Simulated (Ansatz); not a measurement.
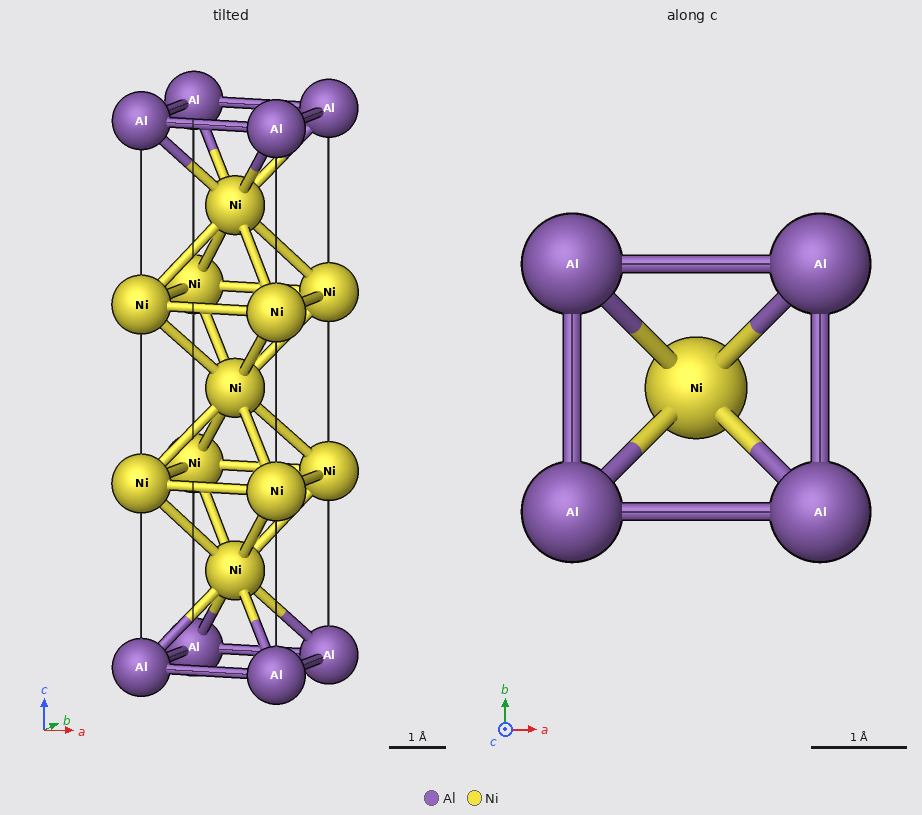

The structure above is drawn in ball-and-stick style and viewed slightly off an axis and along the c axis. The conventional unit cell is outlined; an atom on or near a face, edge or corner is repeated at each equivalent position. Cell: a = 2.61 Å, b = 2.61 Å, c = 9.96 Å, α = 90.00°, β = 90.00°, γ = 90.00°.

The structure comes from a structure type filled with these elements by a generator (whether the compound takes this form wasn't checked). Earlier steps of the study may have refined or changed the cell and positions. It was run through Ansatz as a DFT input.

> Give a description of the structure.

Composition: AlNi5. Space group P4/mmm (No. 123), lattice primitive tetragonal. The cell comprises 1 formula unit: 1 Al, 5 Ni. The coordination shell of Al holds eight Ni and four Al in a cuboctahedral arrangement (about 2.5 Å to Ni, 2.6 Å to Al). Ni takes three kinds of site: 2h with eight Ni and four Al in a cuboctahedral arrangement (about 2.5 to 2.6 Å to Ni, 2.5 Å to Al); 2g with twelve Ni in a cuboctahedral arrangement at about 2.5 to 2.6 Å; 1d with twelve Ni in a cuboctahedral arrangement at about 2.5 to 2.6 Å. The bonds build a three-dimensional framework.

The calculation used DFT LDA, scalar-relativistic, plane waves, PAW (Ansatz), with E_cut = 420 eV, a 14×14×4 k-point grid, Gaussian smearing of 0.1 eV, collinear spins.

> Which atoms carry magnetic moments in this run, and how do they order?

The state reached is ferromagnetic. Sizes: Ni 0.6 to 0.7 μB; net moment 1.9 μB in the run's cell of 6 atoms.

> Is it conducting or gapped at this level?

A metal: bands cross the Fermi level.

> Predict the Bader charges.

Al +1.61 e; Ni -0.80 to +0.01 e.

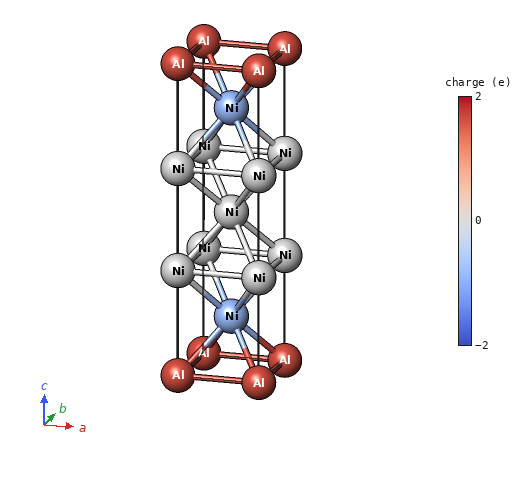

The atoms coloured by those charges. The run's cell of 6 atoms is drawn.

> Is this an equilibrium geometry for the method given?

No. The largest force is 0.13 eV/Å, on Ni. The pressure is -14.6 GPa, so the cell would contract.

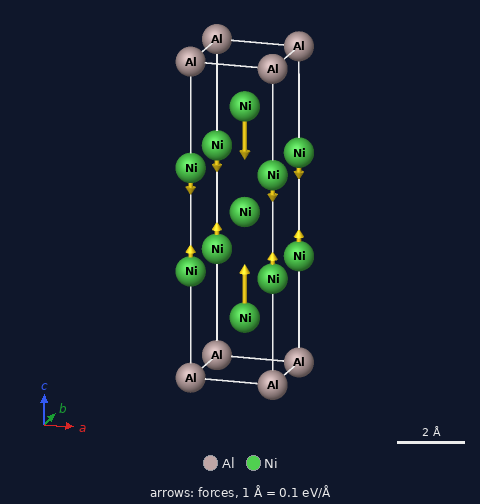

The forces as arrows. The run's cell of 6 atoms is drawn.
